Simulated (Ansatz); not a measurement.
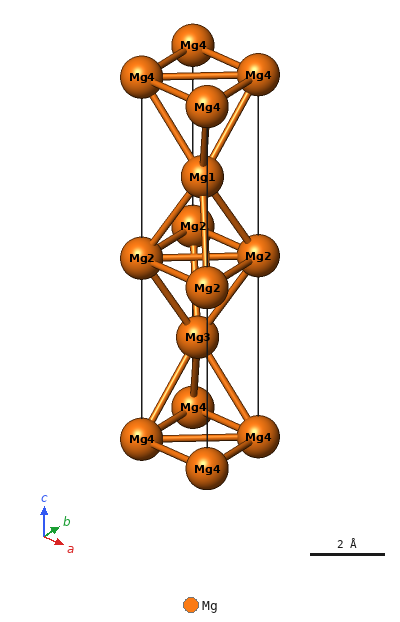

**Figure 1.** The input geometry of the first run (ball-and-stick view of the cell of the calculation, seen slightly off an axis; atoms are numbered from 1 in the order of the input). An atom can appear more than once, as a periodic image.

# What a change does: geometry relaxation on Mg

System: Mg (P6₃/mmc, 4 atoms in the cell).
Method of the first run: Kohn-Sham DFT of a periodic cell, revPBE with D3(BJ), Ansatz PAW, no spin polarisation (Ansatz 0.2.0).

The structure derives from a Materials Project entry. Text and figures count atoms from 1; the logs count them from 0 in places.

Input, the first run:
```yaml
crystal:
  lattice:
    - [3.1768261656, 0.0, 0.0]
    - [-1.5884130828, 2.7512121628, 0.0]
    - [0.0, 0.0, 10.31886201]
  atoms:
    - { symbol: Mg, position: [0.6666666667, 0.3333333333, 0.75] }
    - { symbol: Mg, position: [0.0, 0.0, 0.5] }
    - { symbol: Mg, position: [0.3333333333, 0.6666666667, 0.25] }
    - { symbol: Mg, position: [0.0, 0.0, 0.0] }
hamiltonian:
  xc: revpbe
  pseudopotentials: { kind: paw }
  dispersion: d3bj
kpoints:
  mp_grid: { grid: [10, 10, 3] }
scf:
  occupations: { method: fermi_dirac, width: 0.05 }
output:
  forces: true
  stress: true
relax:
  f_tol: 0.01
  max_steps: 40
  cell: { stress_tol: 0.05 }
```

Launched with:
```bash
ansatz run input.yaml --threads 2 --pin off --max-ram 5632MiB --backend cpu --events-out ev --progress --plain --runs-dir out
```

Hardware: 2 threads of Intel Xeon @ 2.50GHz (Skylake/Cascade Lake), 16 GiB of memory available, shared host.

Output, shortened to warnings, some set-up lines, iterations and results (the first run):
```
Basis set: ecut = 420 eV, 1775 PW (Γ), exchange–correlation on 48×48×144 points (8 copies of the dense FFT grid, shifted against one another)
Symmetry: 24 space group operations
k-points: 28 of 300
Initial density: superposition of atomic densities (neutral atoms: chi_scale 0, normalization atom), corrected by the library's trained network
[...]
SCF iter   1: F=—  HF=-7705.533238 eV  |F-HF|=—  |Δ(HF+E_count)|=         —  Δρ=2.15e-3  dr2=1.70e-3  ethr=1.77e-3  ⟨swp⟩=6.0  Hψ=3023  notcnv=0
SCF iter   2: F=—  HF=-7705.532317 eV  |F-HF|=—  |Δ(HF+E_count)|=   9.20e-4  Δρ=9.19e-4  dr2=5.07e-4  ethr=4.26e-6  ⟨swp⟩=2.0  Hψ=1440  notcnv=0
SCF iter   3: F=—  HF=-7705.532392 eV  |F-HF|=—  |Δ(HF+E_count)|=   7.43e-5  Δρ=3.46e-4  dr2=1.23e-4  ethr=1.27e-6  ⟨swp⟩=2.0  Hψ=1236  notcnv=0
SCF iter   4: F=—  HF=-7705.532414 eV  |F-HF|=—  |Δ(HF+E_count)|=   2.26e-5  Δρ=5.45e-5  dr2=1.49e-6  ethr=3.07e-7  ⟨swp⟩=1.2  Hψ=685  notcnv=0
SCF iter   5: F=—  HF=-7705.532427 eV  |F-HF|=—  |Δ(HF+E_count)|=   1.32e-5  Δρ=7.85e-6  dr2=3.68e-8  ethr=3.73e-9  ⟨swp⟩=2.0  Hψ=1168  notcnv=0
[... 18 lines ...]
SCF iter   3: F=—  HF=-7705.565253 eV  |F-HF|=—  |Δ(HF+E_count)|=   6.96e-8  Δρ=1.46e-6  dr2=1.04e-9  ethr=3.89e-11  ⟨swp⟩=2.0  Hψ=1240  notcnv=0
SCF iter   4: F=—  HF=-7705.565253 eV  |F-HF|=—  |Δ(HF+E_count)|=  9.69e-10  Δρ=3.05e-7  dr2=7.65e-11  ethr=2.61e-12  ⟨swp⟩=2.0  Hψ=1239  notcnv=0
SCF iter   5: F=-7705.565253 eV  HF=-7705.565253 eV  |F-HF|=9.09e-13  |Δ(HF+E_count)|=  7.28e-12  Δρ=1.51e-7  dr2=1.79e-11  ethr=1.00e-12  ⟨swp⟩=4.0  Hψ=2034  notcnv=0
SCF 4 converged in 5 iterations: F = -7705.565253 eV  dr2 = 1.79e-11
relax step   4: F+E_penalty+E_count = -7705.56525313 eV  Δ(F+E_penalty+E_count) = +1.694e-4 eV  max|allowed force component| = 4.279e-17 eV/Å  Δτ_max = 0.0000 Å  P = +0.041 …
basis re-selected at this cell: Δ(F+E_penalty+E_count) = +1.694e-4 eV, ΔP = +0.002 GPa vs the last step (what re-selecting the basis moved, of the pressure what is left beyond the Pulay correction that the steps carried, after the strain that the cell walked since its last selection, with what the …
SCF converged after 5 iterations
Free energy (F): -7705.565253 eV
Harris-Foulkes:  -7705.565253 eV  (|F-HF|=9.09e-13)
Internal energy: -7705.547005 eV  (E = F + TS)
E sigma→0 (E₀):  -7705.556129 eV
Entropy (-TS):   -0.018248 eV (-4.562 meV/atom)
Fermi energy:    6.478372 eV
--- Per-component energies (eV) ---
  E_band       = -1399.402160
  E_kinetic    = 300.693708
  E_local      = -6366.589900  (includes V_loc(G=0)·N_el)
  E_nonlocal   = 382.762099
  E_hartree    = 2269.922509
  E_xc         = -114.969928
  E_vxc        = -147.961369  (∫ρ·V_xc dr)
  E_paw        = -1176.397629  (= ΣΔE_a)
  E_vpaw       = -108.151826  (= ΣTr[D̂ρ^β])
  E_aug_tail   = -0.000016  (compensation charges beyond the density's cutoff)
  E_ewald      = -2998.561690
  E_disp       = -2.332704  (pairwise vdW)
  E_core_change = -0.073454  (= ΣΔE_core)
  E_smearing   = -0.018248  (= −TS)
  E_closure    = -0.000000  (closes the sum)
  Σ components = -7705.565253   (vs F -7705.565253, Δ=0.00e0)
--- Forces (eV/Å), atoms counted from 1 ---
  atom   1  Mg     0.00000000    -0.00000000     0.00000000
  atom   2  Mg     0.00000000    -0.00000000     0.00000000
  atom   3  Mg    -0.00000000     0.00000000     0.00000000
  atom   4  Mg     0.00000000    -0.00000000    -0.00000000
  max |Σ_I F_I| component: 1.39e-17 eV/Å
--- Stress (GPa, compression-positive) ---
        0.038185       0.000000       0.000000
        0.000000       0.038185       0.000000
        0.000000       0.000000       0.046735
  P = ⅓ Tr σ = 0.0410 GPa (0.410 kbar)
--- Relaxed structure (3 steps of the walk, 3 accepted, 1 SCFs on fresh bases) ---
  F+E_penalty+E_count = -7705.56525313 eV   max|allowed force component| = 4.279e-17 eV/Å   (the final SCF, on the basis selected at the relaxed cell)
  cell:  # Å, volume = 85.3786 Å³
    - [3.1049587818030964, 0.0, 0.0]
    - [-1.5524793909015482, 2.688973182745065, 0.0]
    - [0.0, 0.0, 10.22602464405755]
  atoms:
    - { symbol: Mg, position: [0.6666666666666667, 0.33333333333333337, 0.7500000000000001] }
[...]
```

The second run used a changed input.

The two runs side by side:

```csv
quantity,the first run,the second run
outcome,converged,converged
free energy per atom (eV),−1926.3913,−1927.4393
"energy per atom, smearing taken to zero (eV)",−1926.3890,−1927.4372
pressure (GPa),0.04,0.00
volume per atom (Å³),21.34,20.65
largest force (eV/Å),0.000,0.000
SCF iterations,20,25
irreducible k-points,28,28
wall time (shared host),4 s,5.1 s
```

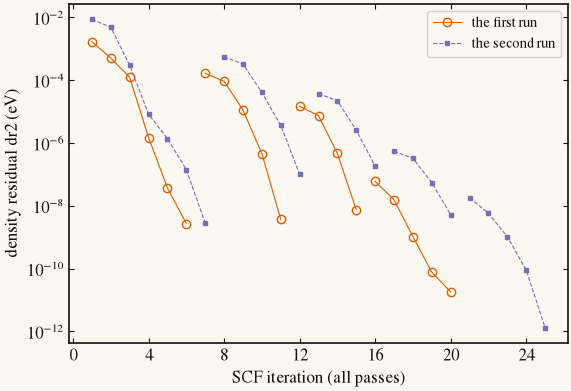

**Figure 2.** Convergence of the two runs: density residual dr2 against the SCF iteration. A break in a curve parts two SCF passes. The first run takes 20 iterations in all, and the second run takes 25.

Which change of the input explains these differences?

The change (lines with − go, lines with + come):
```diff
-  xc: revpbe
+  xc: blyp
```

The total energies belong to different methods, so their difference says nothing on which is more stable or more accurate. The volume per atom goes from 21.34 to 20.65 Å³. The functional changes from revPBE to BLYP. The SCF takes 25 iterations over all geometry steps against 20.

Output, shortened to warnings, some set-up lines, iterations and results (the second run):
```
Basis set: ecut = 420 eV, 1775 PW (Γ), exchange–correlation on 48×48×144 points (8 copies of the dense FFT grid, shifted against one another)
Symmetry: 24 space group operations
k-points: 28 of 300
Initial density: superposition of atomic densities (neutral atoms: chi_scale 0, normalization atom), corrected by the library's trained network
[...]
SCF iter   1: F=—  HF=-7709.675788 eV  |F-HF|=—  |Δ(HF+E_count)|=         —  Δρ=2.92e-3  dr2=8.63e-3  ethr=1.77e-3  ⟨swp⟩=6.1  Hψ=3018  notcnv=0
SCF iter   2: F=—  HF=-7709.676262 eV  |F-HF|=—  |Δ(HF+E_count)|=   4.74e-4  Δρ=2.04e-3  dr2=4.88e-3  ethr=2.16e-5  ⟨swp⟩=1.5  Hψ=922  notcnv=0
SCF iter   3: F=—  HF=-7709.677520 eV  |F-HF|=—  |Δ(HF+E_count)|=   1.26e-3  Δρ=4.56e-4  dr2=3.00e-4  ethr=1.22e-5  ⟨swp⟩=2.0  Hψ=789  notcnv=0
SCF iter   4: F=—  HF=-7709.677603 eV  |F-HF|=—  |Δ(HF+E_count)|=   8.38e-5  Δρ=9.03e-5  dr2=8.33e-6  ethr=7.51e-7  ⟨swp⟩=2.0  Hψ=798  notcnv=0
SCF iter   5: F=—  HF=-7709.677634 eV  |F-HF|=—  |Δ(HF+E_count)|=   3.08e-5  Δρ=3.76e-5  dr2=1.38e-6  ethr=2.08e-8  ⟨swp⟩=2.1  Hψ=830  notcnv=0
[... 25 lines ...]
SCF iter   3: F=—  HF=-7709.757165 eV  |F-HF|=—  |Δ(HF+E_count)|=   2.69e-7  Δρ=1.44e-6  dr2=1.03e-9  ethr=1.45e-11  ⟨swp⟩=2.0  Hψ=1140  notcnv=0
SCF iter   4: F=—  HF=-7709.757165 eV  |F-HF|=—  |Δ(HF+E_count)|=   1.30e-8  Δρ=4.17e-7  dr2=8.95e-11  ethr=2.57e-12  ⟨swp⟩=2.0  Hψ=1113  notcnv=0
SCF iter   5: F=-7709.757165 eV  HF=-7709.757165 eV  |F-HF|=1.27e-11  |Δ(HF+E_count)|=  8.43e-10  Δρ=5.88e-8  dr2=1.31e-12  ethr=1.00e-12  ⟨swp⟩=4.0  Hψ=2050  notcnv=0
SCF 5 converged in 5 iterations: F = -7709.757165 eV  dr2 = 1.31e-12
relax step   5: F+E_penalty+E_count = -7709.75716462 eV  Δ(F+E_penalty+E_count) = +1.322e-4 eV  max|allowed force component| = 6.014e-17 eV/Å  Δτ_max = 0.0000 Å  P = -0.001 …
basis re-selected at this cell: Δ(F+E_penalty+E_count) = +1.322e-4 eV, ΔP = -0.001 GPa vs the last step (what re-selecting the basis moved, of the pressure what is left beyond the Pulay correction that the steps carried, after the strain that the cell walked since its last selection, with what the …
SCF converged after 5 iterations
Free energy (F): -7709.757165 eV
Harris-Foulkes:  -7709.757165 eV  (|F-HF|=1.27e-11)
Internal energy: -7709.740455 eV  (E = F + TS)
E sigma→0 (E₀):  -7709.748810 eV
Entropy (-TS):   -0.016710 eV (-4.177 meV/atom)
Fermi energy:    7.128924 eV
--- Per-component energies (eV) ---
  E_band       = -1384.978497
  E_kinetic    = 303.198245
  E_local      = -6301.090799  (includes V_loc(G=0)·N_el)
  E_nonlocal   = 368.981891
  E_hartree    = 2251.259535
  E_xc         = -112.061723
  E_vxc        = -145.223602  (∫ρ·V_xc dr)
  E_paw        = -1185.318461  (= ΣΔE_a)
  E_vpaw       = -113.363298  (= ΣTr[D̂ρ^β])
  E_aug_tail   = 0.000003  (compensation charges beyond the density's cutoff)
  E_ewald      = -3031.829712
  E_disp       = -2.888394  (pairwise vdW)
  E_core_change = 0.008961  (= ΣΔE_core)
  E_smearing   = -0.016710  (= −TS)
  E_closure    = 0.000000  (closes the sum)
  Σ components = -7709.757165   (vs F -7709.757165, Δ=0.00e0)
--- Forces (eV/Å), atoms counted from 1 ---
  atom   1  Mg     0.00000000    -0.00000000     0.00000000
  atom   2  Mg     0.00000000    -0.00000000     0.00000000
  atom   3  Mg    -0.00000000     0.00000000     0.00000000
  atom   4  Mg     0.00000000    -0.00000000     0.00000000
  max |Σ_I F_I| component: 4.63e-18 eV/Å
--- Stress (GPa, compression-positive) ---
       -0.003643       0.000000       0.000000
       -0.000000      -0.003643       0.000000
        0.000000       0.000000       0.005680
  P = ⅓ Tr σ = -0.0005 GPa (-0.005 kbar)
--- Relaxed structure (4 steps of the walk, 4 accepted, 1 SCFs on fresh bases) ---
  F+E_penalty+E_count = -7709.75716462 eV   max|allowed force component| = 6.014e-17 eV/Å   (the final SCF, on the basis selected at the relaxed cell)
  cell:  # Å, volume = 82.5976 Å³
    - [3.0688621359616306, 0.0, 0.0]
    - [-1.5344310679808153, 2.657712570454946, 0.0]
    - [0.0, 0.0, 10.127030207038478]
  atoms:
    - { symbol: Mg, position: [0.6666666666666666, 0.3333333333333333, 0.7500000000000001] }
[...]
```

For both runs: Points of doubt noted for this run: forces on files of another functional.
